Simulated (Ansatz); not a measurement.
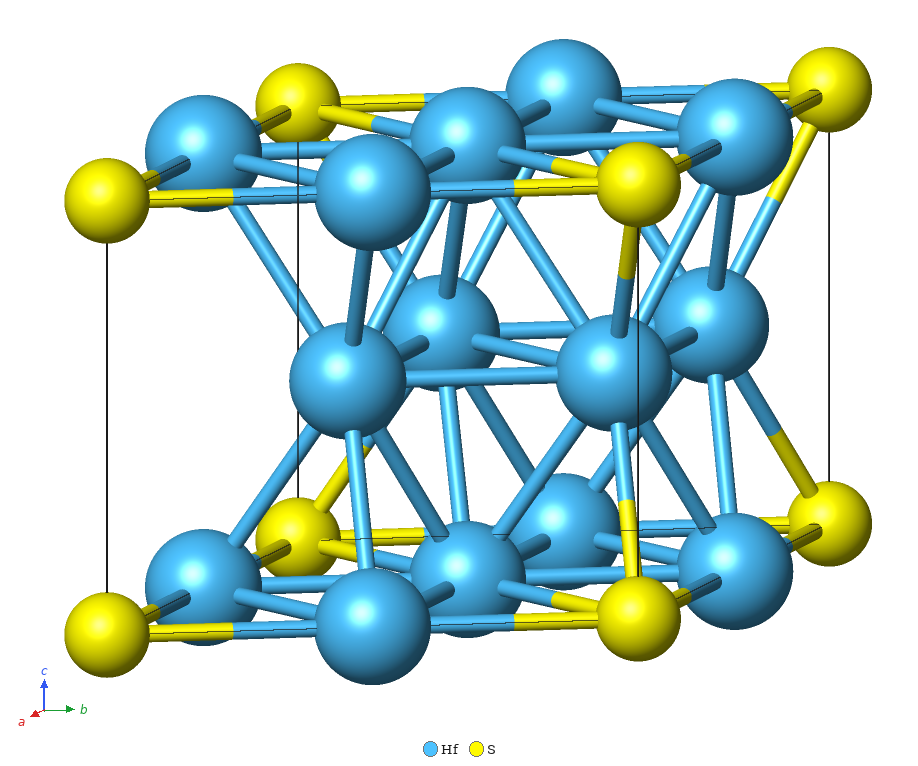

The structure above is drawn in ball-and-stick style and viewed slightly off an axis. The wireframe shows the conventional unit cell. Cell: a = 6.20 Å, b = 6.20 Å, c = 5.09 Å, α = 90.00°, β = 90.00°, γ = 120.00°.

Origin of the cell: a structure type filled with these elements by a generator (whether the compound takes this form wasn't checked). Earlier steps of the study, as a rule a relaxation of our own, may have changed the cell and positions, so they can lie some per cent off the listed ones. It was run through Ansatz as a DFT input.

Q: In words:

A: It has the composition Hf₇S. Symmetry: P-6m2 (No. 187), primitive hexagonal lattice. The cell comprises 1 formula unit: 7 Hf, 1 S. The neighbours of S are twelve Hf in an anticuboctahedral arrangement at about 3.1 Å. Hf takes three kinds of site: 3j with ten Hf and two S in an anticuboctahedral arrangement (about 3.1 Å to Hf, 3.1 Å to S); 3k with ten Hf and two S in an anticuboctahedral arrangement (about 3.1 Å to Hf, 3.1 Å to S); 1f with twelve Hf in an anticuboctahedral arrangement at about 3.1 Å. The bonds build a three-dimensional framework.

The calculation used Ansatz 0.2.0, DFT PBE, scalar-relativistic, plane waves, PAW, with a cutoff energy of 420 eV, a 6×6×8 mesh of k-points, Gaussian smearing of 0.1 eV, no spin polarisation.

Q: Is it conducting or gapped at this level?

A: A metal: bands cross the Fermi level.

Q: What charge does Bader's analysis assign to each element?

A: Hf -0.03 to +0.25 e; S -1.27 e.

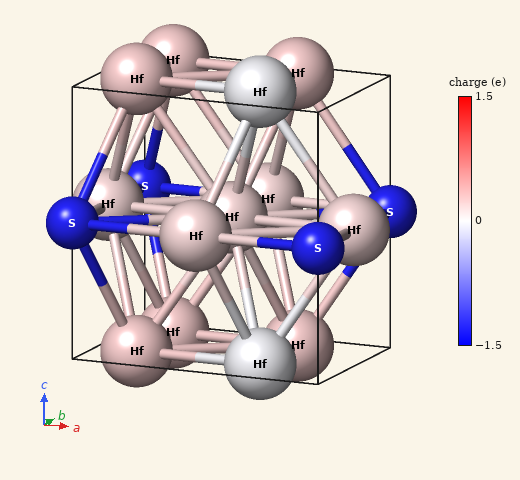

The atoms coloured by those charges. The run's cell of 8 atoms is drawn, so axes and origin can differ from the first picture.

Q: Does this geometry sit at a stationary point of the energy?

A: Yes. All forces vanish to within 0.01 eV/Å. The pressure is 0.0 GPa, close to zero.
